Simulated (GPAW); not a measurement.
# zigzag Co chain, bond 2.3 A: cost and accuracy of all numerical settings together

Wanted: the cheapest choice of all numerical settings together that holds the magnetic results of zigzag Co chain, bond 2.3 A.

Program: GPAW 26.7.0. Level of theory: PBE; plane waves with GPAW's PAW setups, scalar-relativistic. Results are calculated unless marked as measured.

**1. Starting point**

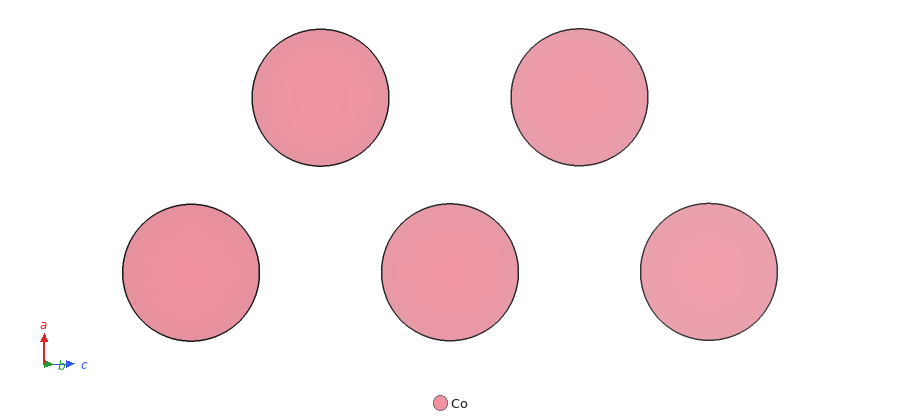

The starting structure, seen from the side, with the c axis across the page (cobalt pink). 1×1×2 cells are drawn. Some periodic images of atoms are drawn too.

The cell holds 2 atoms: 2 Co. Its edges and angles: a = 12.000 Å, b = 12.000 Å, c = 2.760 Å, α = 90.0°, β = 90.0°, γ = 90.0°. model lattice. Vacuum lies along a and b. The structure's axis is c.

**2. Rung 1 (280 eV, mesh 1×1×4), start ferro ++**

Several settings change at once from rung to rung, from a quick look to a careful run; the headings and inputs name them.

Contents of order1.py:

```python
import json
import numpy as np
from ase import Atoms
from ase.parallel import paropen, parprint
from gpaw import GPAW

atoms = Atoms(['Co', 'Co'],
    cell=[[12.0, 0.0, 0.0],
         [0.0, 12.0, 0.0],
         [0.0, 0.0, 2.76]],
    scaled_positions=[[0.42333333, 0.5, 0.0],
         [0.57666667, 0.5, 0.5]],
    pbc=True,
    magmoms=[2.0, 2.0])
atoms.calc = GPAW(mode={'name': 'pw', 'ecut': 280},
    xc='PBE',
    kpts={'size': (1, 1, 4), 'gamma': True},
    occupations={'name': 'fermi-dirac', 'width': 0.2},
    convergence={'density': 0.0001, 'energy': 1e-05},
    maxiter=200,
    symmetry={'tolerance': 1e-4},
    txt='order1.txt')
e = atoms.get_potential_energy(force_consistent=True)
res = {'free_energy': e, 'energy_sigma0': atoms.get_potential_energy(), 'fermi_energy': atoms.calc.get_fermi_level()}
res['moments'] = atoms.get_magnetic_moments().tolist()
res['total'] = atoms.get_magnetic_moment()
parprint('site moments (muB):', np.round(res['moments'], 3))
parprint(f"total moment: {res['total']:.3f} muB")
parprint(f'free energy: {e:.6f} eV')
atoms.calc.write('order1.gpw')
with paropen('results.json', 'w') as f:
    json.dump(res, f)
```

The run is started by

```
$ OMP_NUM_THREADS=1 python3 order1.py > order1.log
```

Numbers of over 12 decimals in the logs are rounded to 6 here.

What it wrote:

```text
site moments (muB): [1.935 1.935]
total moment: 4.035 muB
free energy: -10.978752 eV

--- order1.txt ---
Input parameters:
  mode=PW(ecut=280),
  convergence={'density': 0.0001, 'energy': 1e-05},
  kpts=MonkhorstPack(size=(1, 1, 4), gamma=True),
  maxiter=200,
  occupations=Occupations(name='fermi-dirac', width=0.2),
  symmetry=Symmetry(tolerance=0.0001),
  xc=XC(name='PBE')

Diagonalizing LCAO Hamiltonian
Converting LCAO to pw mode
        .----------------------------.
       /|                            |
      / |                            |
     /  .----------------------------.
    /  /                            /
   /  /              Co            /
  /  /                            /
 *  /            Co              /
 | /                            /
 |/                            /
 *----------------------------*

Atoms  # Å, Bohr magnetons
|   | symbol |        x |        y |        z |    initial magnetic moments |
|---|--------|----------|----------|----------|-----------------------------|
| 0 |     Co | 5.080000 | 6.000000 | 0.000000 | ( 0.0000,  0.0000,  2.0000) |
| 1 |     Co | 6.920000 | 6.000000 | 1.380000 | ( 0.0000,  0.0000,  2.0000) |

Unit cell  # Å
| periodic |         x |         y |        z |   lengths |    angles |
|----------|-----------|-----------|----------|-----------|-----------|
|      yes | 12.000000 |  0.000000 | 0.000000 | 12.000000 | 90.000000 |
|      yes |  0.000000 | 12.000000 | 0.000000 | 12.000000 | 90.000000 |
|      yes |  0.000000 |  0.000000 | 2.760000 |  2.760000 | 90.000000 |

Number of symmetries: 4

BZ-sampling:
  Number of BZ points: 4
  Number of IBZ points: 3

  Monkhorst-Pack size: [1, 1, 4]
  Monkhorst-Pack shift: [0.0, 0.0, 0.125]

Plane wave coefficients: 4264
Cutoff: 280.0 eV

Spin-components: 2 (collinear spins)
Bands:           18
Projectors:      12
Spin-degeneracy: 1
Datatype:        complex128

Parallelization:
  kpt:    1
  domain: 1
  band:   1

Density:
  Valence electrons: 18.0
  Components: 2
  Grid points: [48 48 12]
  Charge: 0.0  # |e|

Potential:
  Grid points: [48 48 12]

[... setups left out ...]
Reference energy: -75805.419811  # eV

eigensolver:
  PPCG
  Converge bands: occupied
  niter=2

density mixing:
  MSR1-Mixer
  Pratt-step length: 0.05
  Maximum mixing coefficient: 0.75
  Old densities: 10
  SVD Regularization: 0.005
  Good broyden scale: 1.0
  Trust region scale: 1.0
  Backstep threshold: 4.0
  History deletion threshold: 6.0
  Fourier metric: weight=20.0, sigma=0.015

occupation numbers:
  Fermi-Dirac:
    width: 0.2000  # eV

poisson solver:
  ecut: 2240.0  # eV

xc functional:
  name: PBE with 2 nearest neighbor stencil

convergence criteria:
- Maximum integral of absolute [dens]ity change: 0.0001 electrons / valence electron
- Maximum [total energy] change in last 3 cyles: 1e-05 eV / valence electron
- Maximum integral of absolute [eigenst]ate change: 4e-08 eV^2 / valence electron
maximum number of iterations: 200

SCF iterations
|iter     |      energy | eigst |  dens |  magmom |
|---------|-------------|-------|-------|---------|
|iter:   1|       0s |  -12.750250 | -0.09 |       |  +4.0063|
|iter:   2|       0s |  -11.975122 | -1.40 | -0.72 |  +3.9806|
|iter:   3|       1s |  -10.753961 | -0.35 | -0.79 |  +3.7893|
|iter:   4|       1s |  -10.599386 | -1.14 | -1.01 |  +3.8802|
|iter:   5|       2s |  -10.623930 | -1.93 | -1.34 |  +3.9249|
|iter:   6|       2s |  -10.644401 | -2.08 | -1.54 |  +3.9970|
|iter:   7|       3s |  -10.638999 | -2.72 | -1.76 |  +4.0098|
|iter:   8|       3s |  -10.655514 | -3.28 | -2.04 |  +4.0132|
|iter:   9|       3s |  -10.640673 | -3.37 | -1.37 |  +4.0240|
|iter:  10|       4s |  -10.641975 | -4.50 | -2.55 |  +4.0314|
|iter:  11|       4s |  -10.643178 | -4.81 | -2.81 |  +4.0355|
|iter:  12|       5s |  -10.644039 | -5.26 | -3.11 |  +4.0357|
|iter:  13|       5s |  -10.644489 | -5.79 | -3.33 |  +4.0353|
|iter:  14|       6s |  -10.644809 | -6.20 | -3.78 |  +4.0353|
|iter:  15|       6s |  -10.644892 | -7.13 | -3.99 |  +4.0352|
|iter:  16|       7s |  -10.644896c| -7.87c| -4.21c|  +4.0351|

Converged in 16 steps
Energy contributions relative to reference atoms: (reference = -75805.419811)

Energy contributions:
  Kinetic:          22.062108
  Coulomb:         -18.407773
  Zero:              0.865307
  External:          0.000000
  Xc:              -14.830683
  Entropy:          -0.667712
  Spinorbit:         0.000000
  ----------------------------
  Free energy:     -10.978752
  Extrapolated:    -10.644896

dipole moment: (-0.000049, -0.000010, -7.372227)  # |e|*Ang

Total magnetic moment: (0.000000, 0.000000, 4.035130)

Local magnetic moments
|        x |        y |        z |
|----------|----------|----------|
| 0.000000 | 0.000000 | 1.934559 |  # Co   0
| 0.000000 | 0.000000 | 1.934551 |  # Co   1

Fermi level: -3.162
Eigenvalues  # (at kpt = [0.000, 0.000, 0.000])
| band index |      eig [eV] | occ [0-1] |      eig [eV] | occ [0-1] |
|------------|---------------|-----------|---------------|-----------|
|          0 |        -7.889 |     1.000 |        -7.625 |     1.000 |
|          1 |        -7.084 |     1.000 |        -5.724 |     1.000 |
|          2 |        -6.125 |     1.000 |        -4.384 |     0.998 |
|          3 |        -5.903 |     1.000 |        -4.252 |     0.996 |
|          4 |        -5.599 |     1.000 |        -4.090 |     0.990 |
|          5 |        -5.131 |     1.000 |        -3.124 |     0.452 |
|          6 |        -5.122 |     1.000 |        -3.096 |     0.419 |
|          7 |        -5.089 |     1.000 |        -3.085 |     0.405 |
|          8 |        -4.939 |     1.000 |        -3.021 |     0.330 |
|          9 |        -4.676 |     0.999 |        -3.001 |     0.309 |
|         10 |        -4.018 |     0.986 |        -2.541 |     0.043 |
|         11 |        -3.875 |     0.972 |        -2.104 |     0.005 |
|         12 |        -2.065 |     0.004 |        -1.856 |     0.001 |
|         13 |        -1.054 |     0.000 |        -0.768 |     0.000 |
|         14 |         0.622 |     0.000 |         0.684 |     0.000 |
|         15 |         0.648 |     0.000 |         0.915 |     0.000 |
|        ... |               |           |               |           |
|         17 |         1.501 |     0.000 |         1.553 |     0.000 |

No gap
No difference between direct/indirect transitions
```

Run time: 9.6 s. Hardware: 1 MPI rank of Intel Xeon 6975P-C (Granite Rapids), shared host; peak memory 0.2 GiB.

Spin moment in the augmentation sphere by atom:

| atom | spin moment in the augmentation sphere (μB) |
| --- | --- |
| Co1 | 1.93 |
| Co2 | 1.93 |

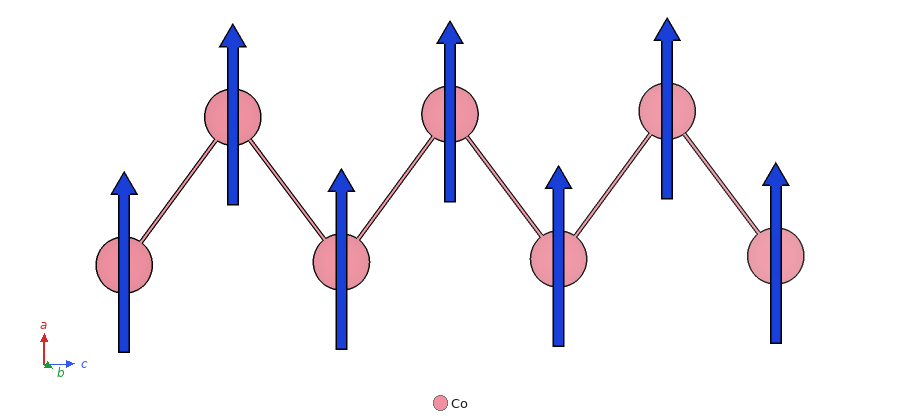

Spin moment in the augmentation sphere as arrows, the longest 1.93 μB. Up and down stand for the sign. Arrows give size and sign along the axis of quantisation, drawn up and down the page. 1×1×3 cells are drawn. Some periodic images of atoms are drawn too.

This step gave:

* magnetization: 4.035 μB
* final state: ferromagnetic

After 16 cycles the largest moment stands at 1.93 μB.

**3. Rung 1 (280 eV, mesh 1×1×4), start antiferro +-**

The second start gives the energy difference between the two end states, the quantity that is followed up the ladder.

order2.py is the script of step 2 with these lines changed:

```diff
@@ -13,3 +13,3 @@
     pbc=True,
-    magmoms=[2.0, 2.0])
+    magmoms=[2.0, -2.0])
 atoms.calc = GPAW(mode={'name': 'pw', 'ecut': 280},
@@ -21,3 +21,3 @@
     symmetry={'tolerance': 1e-4},
-    txt='order1.txt')
+    txt='order2.txt')
 e = atoms.get_potential_energy(force_consistent=True)
@@ -29,3 +29,3 @@
 parprint(f'free energy: {e:.6f} eV')
-atoms.calc.write('order1.gpw')
+atoms.calc.write('order2.gpw')
 with paropen('results.json', 'w') as f:
```

The run is started by

```
$ OMP_NUM_THREADS=1 python3 order2.py > order2.log
```

What it wrote:

```text
site moments (muB): [ 1.514 -1.514]
total moment: -0.000 muB
free energy: -10.365478 eV

--- order2.txt ---
Input parameters:
  mode=PW(ecut=280),
  convergence={'density': 0.0001, 'energy': 1e-05},
  kpts=MonkhorstPack(size=(1, 1, 4), gamma=True),
  maxiter=200,
  occupations=Occupations(name='fermi-dirac', width=0.2),
  symmetry=Symmetry(tolerance=0.0001),
  xc=XC(name='PBE')

Diagonalizing LCAO Hamiltonian
Converting LCAO to pw mode
        .----------------------------.
       /|                            |
      / |                            |
     /  .----------------------------.
    /  /                            /
   /  /              Co            /
  /  /                            /
 *  /            Co              /
 | /                            /
 |/                            /
 *----------------------------*

Atoms  # Å, Bohr magnetons
|   | symbol |        x |        y |        z |    initial magnetic moments |
|---|--------|----------|----------|----------|-----------------------------|
| 0 |     Co | 5.080000 | 6.000000 | 0.000000 | ( 0.0000,  0.0000,  2.0000) |
| 1 |     Co | 6.920000 | 6.000000 | 1.380000 | ( 0.0000,  0.0000, -2.0000) |

Number of symmetries: 4

BZ-sampling:
  Number of BZ points: 4
  Number of IBZ points: 3

  Monkhorst-Pack size: [1, 1, 4]
  Monkhorst-Pack shift: [0.0, 0.0, 0.125]

Plane wave coefficients: 4264
Cutoff: 280.0 eV

Spin-components: 2 (collinear spins)
Bands:           15
Projectors:      12
Spin-degeneracy: 1
Datatype:        complex128

Parallelization:
  kpt:    1
  domain: 1
  band:   1

Density:
  Valence electrons: 18.0
  Components: 2
[...]
|iter:  20|       7s |   -9.877853 | -6.08 | -3.49 |  -0.0000|
|iter:  21|       8s |   -9.879325 | -5.78 | -3.86 |  -0.0000|
|iter:  22|       8s |   -9.879196 | -7.37 | -4.10c|  -0.0000|
|iter:  23|       9s |   -9.879138 | -7.63c| -4.32c|  -0.0000|
|iter:  24|       9s |   -9.879120c| -8.11c| -4.60c|  -0.0000|

Converged in 24 steps
Energy contributions relative to reference atoms: (reference = -75805.419811)

Energy contributions:
  Kinetic:          23.213470
  Coulomb:         -19.072716
  Zero:              0.859708
  External:          0.000000
  Xc:              -14.393225
  Entropy:          -0.972716
  Spinorbit:         0.000000
  ----------------------------
  Free energy:     -10.365478
  Extrapolated:     -9.879120

dipole moment: (-0.000009, -0.000010, -7.368697)  # |e|*Ang

Total magnetic moment: (0.000000, 0.000000, -0.000007)

Local magnetic moments
|        x |        y |         z |
|----------|----------|-----------|
| 0.000000 | 0.000000 |  1.514203 |  # Co   0
| 0.000000 | 0.000000 | -1.514203 |  # Co   1

Fermi level: -3.269
Eigenvalues  # (at kpt = [0.000, 0.000, 0.000])
| band index |      eig [eV] | occ [0-1] |      eig [eV] | occ [0-1] |
|------------|---------------|-----------|---------------|-----------|
|          0 |        -7.692 |     1.000 |        -7.692 |     1.000 |
|          1 |        -6.356 |     1.000 |        -6.356 |     1.000 |
|          2 |        -5.449 |     1.000 |        -5.449 |     1.000 |
|          3 |        -5.333 |     1.000 |        -5.333 |     1.000 |
|          4 |        -5.156 |     1.000 |        -5.156 |     1.000 |
[...]
|         11 |        -2.673 |     0.048 |        -2.673 |     0.048 |
|         12 |        -1.965 |     0.001 |        -1.965 |     0.001 |
|         13 |        -0.844 |     0.000 |        -0.844 |     0.000 |
|         14 |         0.785 |     0.000 |         0.785 |     0.000 |

No gap
No difference between direct/indirect transitions
```

Wall time 12 s (1 MPI rank); peak memory 0.2 GiB.

Spin moment in the augmentation sphere by atom:

```
atom  spin moment in the augmentation sphere (μB)
 Co1                                         1.51
 Co2                                        -1.51
```

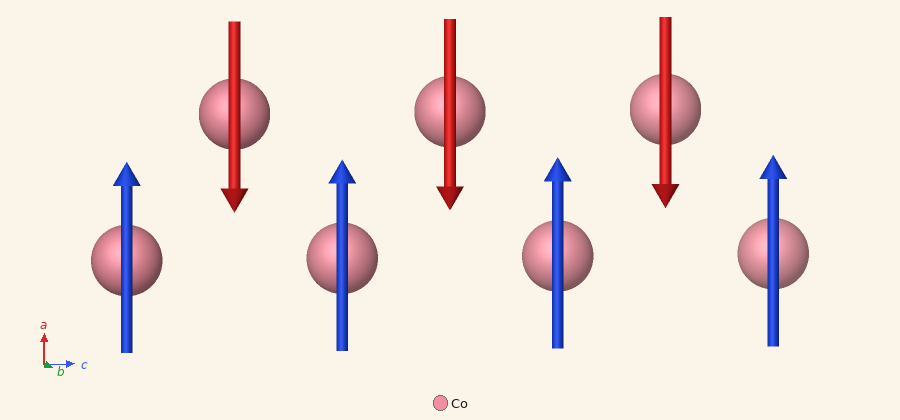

Spin moment in the augmentation sphere as arrows, the longest 1.51 μB. Up and down stand for the sign. Arrows give size and sign along the axis of quantisation, drawn up and down the page. The two directions have two colours. 1×1×3 cells are drawn. Some periodic images of atoms are drawn too.

This step gave:

```
magnetization : 0 μB
final state   : antiferromagnetic
```

This start lies +306.6 meV a seeded atom from the first; its largest moment is 1.51 μB.

**4. Rung 2 (380 eV, mesh 1×1×6), start ferro ++**

order1.py is the script of step 2 with these lines changed:

```diff
@@ -14,6 +14,6 @@
     magmoms=[2.0, 2.0])
-atoms.calc = GPAW(mode={'name': 'pw', 'ecut': 280},
+atoms.calc = GPAW(mode={'name': 'pw', 'ecut': 380},
     xc='PBE',
-    kpts={'size': (1, 1, 4), 'gamma': True},
-    occupations={'name': 'fermi-dirac', 'width': 0.2},
+    kpts={'size': (1, 1, 6), 'gamma': True},
+    occupations={'name': 'fermi-dirac', 'width': 0.15},
     convergence={'density': 0.0001, 'energy': 1e-05},
```

The run is started by

```
$ OMP_NUM_THREADS=1 python3 order1.py > order1.log
```

What it wrote:

```text
site moments (muB): [2.052 2.052]
total moment: 4.490 muB
free energy: -11.025227 eV

--- order1.txt ---
Input parameters:
  mode=PW(ecut=380),
  convergence={'density': 0.0001, 'energy': 1e-05},
  kpts=MonkhorstPack(size=(1, 1, 6), gamma=True),
  maxiter=200,
  occupations=Occupations(name='fermi-dirac', width=0.15),
  symmetry=Symmetry(tolerance=0.0001),
  xc=XC(name='PBE')

Diagonalizing LCAO Hamiltonian
[...]
|          4 |        -5.781 |     1.000 |        -4.232 |     0.998 |
[...]
|         13 |        -1.161 |     0.000 |        -0.643 |     0.000 |
|         14 |         0.547 |     0.000 |         0.765 |     0.000 |
|         15 |         0.669 |     0.000 |         0.988 |     0.000 |
|        ... |               |           |               |           |
|         17 |         1.492 |     0.000 |         1.667 |     0.000 |

No gap
No difference between direct/indirect transitions


[key lines of the parts left out:]
Free energy:     -11.025227
Converged in 21 steps
dipole moment: (-0.000011, -0.000010, -7.385267)  # |e|*Ang
Fermi level: -3.296
```

It took 20 s on 1 MPI rank; peak memory 0.25 GiB.

This step gave:

```
magnetization  : 4.490 μB
final state    : ferromagnetic
largest moment : 2.052 μB
```

The largest moment moves by +0.12 μB from rung 1, at 2.1 times its CPU time.

**5. Rung 2 (380 eV, mesh 1×1×6), start antiferro +-**

order2.py is the script of step 3 with these lines changed:

```diff
@@ -14,6 +14,6 @@
     magmoms=[2.0, -2.0])
-atoms.calc = GPAW(mode={'name': 'pw', 'ecut': 280},
+atoms.calc = GPAW(mode={'name': 'pw', 'ecut': 380},
     xc='PBE',
-    kpts={'size': (1, 1, 4), 'gamma': True},
-    occupations={'name': 'fermi-dirac', 'width': 0.2},
+    kpts={'size': (1, 1, 6), 'gamma': True},
+    occupations={'name': 'fermi-dirac', 'width': 0.15},
     convergence={'density': 0.0001, 'energy': 1e-05},
```

The run is started by

```
$ OMP_NUM_THREADS=1 python3 order2.py > order2.log
```

What it wrote:

```text
site moments (muB): [ 1.655 -1.655]
total moment: -0.000 muB
free energy: -10.316887 eV

--- order2.txt ---
Input parameters:
  mode=PW(ecut=380),
  convergence={'density': 0.0001, 'energy': 1e-05},
  kpts=MonkhorstPack(size=(1, 1, 6), gamma=True),
  maxiter=200,
  occupations=Occupations(name='fermi-dirac', width=0.15),
  symmetry=Symmetry(tolerance=0.0001),
  xc=XC(name='PBE')

Diagonalizing LCAO Hamiltonian
[...]
|          3 |        -5.300 |     1.000 |        -5.300 |     1.000 |
|          4 |        -5.189 |     1.000 |        -5.189 |     1.000 |
[...]
|         11 |        -2.634 |     0.024 |        -2.634 |     0.024 |
|         12 |        -1.947 |     0.000 |        -1.947 |     0.000 |
|         13 |        -0.804 |     0.000 |        -0.804 |     0.000 |
|         14 |         0.806 |     0.000 |         0.806 |     0.000 |

No gap
No difference between direct/indirect transitions


[key lines of the parts left out:]
Free energy:     -10.316887
Converged in 25 steps
dipole moment: (-0.000009, -0.000010, -7.371582)  # |e|*Ang
Fermi level: -3.187
```

Run time: 19 s. Hardware: 1 MPI rank; peak memory 0.25 GiB.

Read from the output:

| Item | Value |
| --- | --- |
| magnetization | 0 μB |
| final state | antiferromagnetic |
| largest moment | 1.655 μB |

This start lies +354.2 meV a seeded atom from the first, a change of +47.5 meV since rung 1; its largest moment is 1.66 μB.

**6. Rung 3 (500 eV, mesh 1×1×8), start ferro ++**

order1.py is the script of step 4 with these lines changed:

```diff
@@ -14,6 +14,6 @@
     magmoms=[2.0, 2.0])
-atoms.calc = GPAW(mode={'name': 'pw', 'ecut': 380},
+atoms.calc = GPAW(mode={'name': 'pw', 'ecut': 500},
     xc='PBE',
-    kpts={'size': (1, 1, 6), 'gamma': True},
-    occupations={'name': 'fermi-dirac', 'width': 0.15},
+    kpts={'size': (1, 1, 8), 'gamma': True},
+    occupations={'name': 'fermi-dirac', 'width': 0.1},
     convergence={'density': 0.0001, 'energy': 1e-05},
```

The run is started by

```
$ OMP_NUM_THREADS=1 python3 order1.py > order1.log
```

What it wrote:

```text
site moments (muB): [2.061 2.061]
total moment: 4.496 muB
free energy: -11.425750 eV

--- order1.txt ---
Input parameters:
  mode=PW(ecut=500),
  convergence={'density': 0.0001, 'energy': 1e-05},
  kpts=MonkhorstPack(size=(1, 1, 8), gamma=True),
  maxiter=200,
  occupations=Occupations(name='fermi-dirac', width=0.1),
  symmetry=Symmetry(tolerance=0.0001),
  xc=XC(name='PBE')

Diagonalizing LCAO Hamiltonian
[...]
|          3 |        -6.126 |     1.000 |        -4.369 |     1.000 |
|          4 |        -5.670 |     1.000 |        -4.230 |     1.000 |
[...]
|         14 |         0.564 |     0.000 |         0.804 |     0.000 |
|         15 |         0.703 |     0.000 |         1.002 |     0.000 |
|         16 |         1.328 |     0.000 |         1.515 |     0.000 |
|         17 |         1.489 |     0.000 |         1.693 |     0.000 |

No gap
No difference between direct/indirect transitions


[key lines of the parts left out:]
Free energy:     -11.425750
Converged in 18 steps
dipole moment: (-0.000002, -0.000010, -7.379512)  # |e|*Ang
Fermi level: -3.250
```

Run time: 28 s. Hardware: 1 MPI rank; peak memory 0.32 GiB.

Numbers from this step:

```
magnetization  : 4.496 μB
final state    : ferromagnetic
largest moment : 2.061 μB
```

The largest moment moves by +0.01 μB from rung 2, at 1.4 times its CPU time.

(Continued in part 2 of 2.)

[Logs and program files are shortened in this print: banners, set-up blocks, solver, clock and traceback lines can be left out without a mark of their own.]

[Logs are printed without paths, hosts, clocks, repeated set-up lines and the standing remarks that a program may print on its own settings, such as how far it seeks lower states.]

[Hosts, paths, dates, database ids (printed as entryN), source tags and the programs' standing remarks are cut or masked in the printed files.]

[Where a cell is said to come from a database of computed structures, the database is the Materials Project.]
